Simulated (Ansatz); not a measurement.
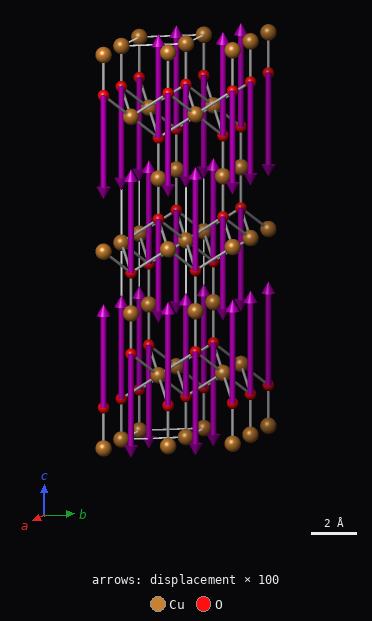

This is a relaxation of crystalline CuO (built on the delafossite type). The starting structure is drawn; purple arrows show the displacements (the part carried along by the change of the cell is left out), magnified 100 times.

The picture is a ball-and-stick view of the conventional cell (3 times the calculation's cell), repeated 2 × 2 × 1 with one cell outlined, seen slightly off an axis. Lengths and directions refer to the drawn axes.

These are results of DFT PBE, scalar-relativistic, plane waves, PAW in Ansatz, not measurements.

The input:
```yaml
crystal:
  lattice:
    - [1.50075, 0.8664584165, 5.9644197932]
    - [-1.50075, 0.8664584165, 5.9644197932]
    - [0.0, -1.732916833, 5.9644197932]
  atoms:
    - { symbol: Cu, position: [0.0, 0.0, 0.0], spin: 0.2 }
    - { symbol: Cu, position: [0.5, 0.5, 0.5], spin: 0.79 }
    - { symbol: O, position: [0.1033908893, 0.1033908893, 0.1033908893], spin: 0.35 }
    - { symbol: O, position: [0.8966091107, 0.8966091107, 0.8966091107], spin: 0.35 }
basis:
  ecutwfc: 420
kpoints:
  mp_grid: { grid: [18, 18, 18] }
hamiltonian:
  xc: pbe
scf:
  occupations: { method: gaussian, width: 0.1 }
output:
  forces: true
  stress: true
  eigenvalues: true
  populations: true
magnetization:
  spin_polarized: true
relax:
  adjacent_minimum: "off"
  f_tol: 0.01
  max_steps: 80
  cell: { stress_tol: 0.05 }
```

Run as
```bash
ansatz run input.yaml --threads 1 --pin off --max-ram 2560MiB --backend cpu --events-out ev --progress --plain --runs-dir out
```

Which element moves most?

Oxygen: up to 0.047 Å, against 0.000 Å for copper.

Describe the change and its energy.

The largest moves relative to the cell, 0.047 Å, are those of O3 and O4. O3 goes along +c. Cu stays in place. The drawn cell changes as follows: a 3.002 → 3.027 Å (+0.9 %), b 3.001 → 3.027 Å (+0.9 %), c 17.893 → 17.003 Å (−5.0 %); the volume changes by −3.3 %. Among the contacts that change: Cu1–O3 1.850 → 1.805 Å, Cu2–O3 2.070 → 2.028 Å. Bond angles that change, for instance: O3–Cu2–O3 92.9° → 96.5°, O3–Cu2–O4 87.1° → 83.5°, Cu2–O4–Cu2 92.9° → 96.5°. The space group stays R-3m (No. 166). The energy falls by 0.128 eV per cell of the calculation in 5 accepted moves (7 points after the start). Largest force component: 0.27 eV/Å at the start, 0.0013 eV/Å at the end. Pressure: −7.72 GPa at the start and 0.00 GPa at the end. The SCF was repeated twice at an unchanged geometry on a basis and grid sized afresh for the cell, which shifted the energy by 3.5 meV per cell of the calculation at most.
